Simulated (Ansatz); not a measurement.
A periodic structure is given below.

```yaml
crystal:
  lattice:
    - [2.76067, 0.00000, 0.00000]
    - [-1.38033, 2.39081, 0.00000]
    - [0.00000, 0.00000, 4.79213]
  atoms:
    - { symbol: Pt, position: [0.63806, 0.28575, 0.72979] }
    - { symbol: Pt, position: [0.35231, 0.63806, 0.25000] }
```

Say what kind of structure these coordinates give.

Answer. The element is platinum. Strictly the space group is P-1 (No. 2, within 0.01 Å). It is a distorted form of a primitive hexagonal structure, space group P6_3/mmc (No. 194) within 0.45 Å: hexagonal close-packed (Mg type). The cell holds two atoms. Around each Pt lie twelve Pt in a distorted anticuboctahedral arrangement at 2.76 to 3.02 Å. The bonds build a three-dimensional framework.

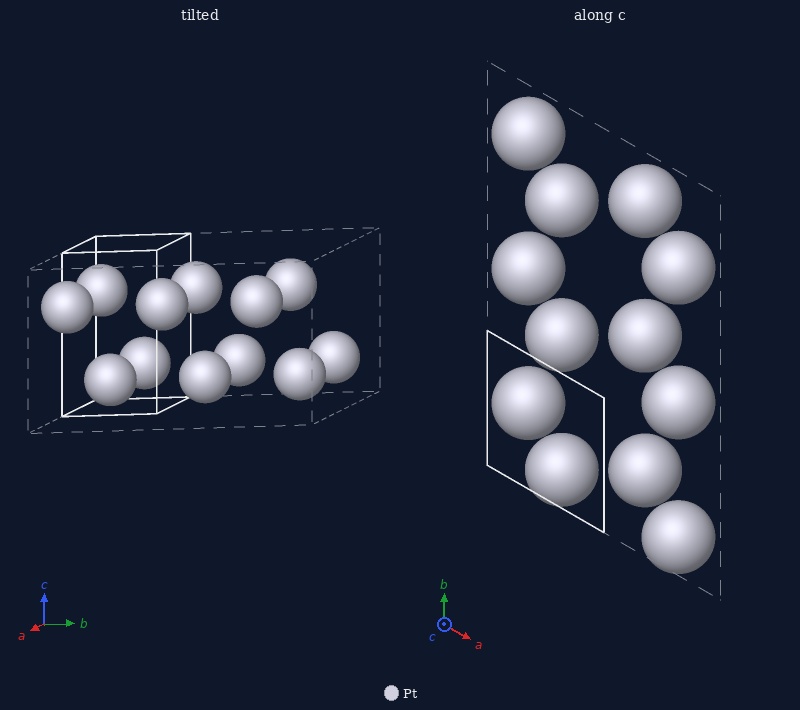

An orthographic spheres-only view of the structure, slightly off an axis and along the c axis. Shown are 2×3×1 repeats of the unit cell, one of them outlined in solid lines. Colours: platinum light grey.

The structure comes from a structure listed in the Materials Project. The cell was then strained or its atoms displaced on purpose. It was run through Ansatz as a DFT input.

At this level of theory the cell isn't at rest (stretched, at -10 GPa and forces up to 0.9 eV/Å), so its distances can differ from those at equilibrium, the more so the softer the solid.
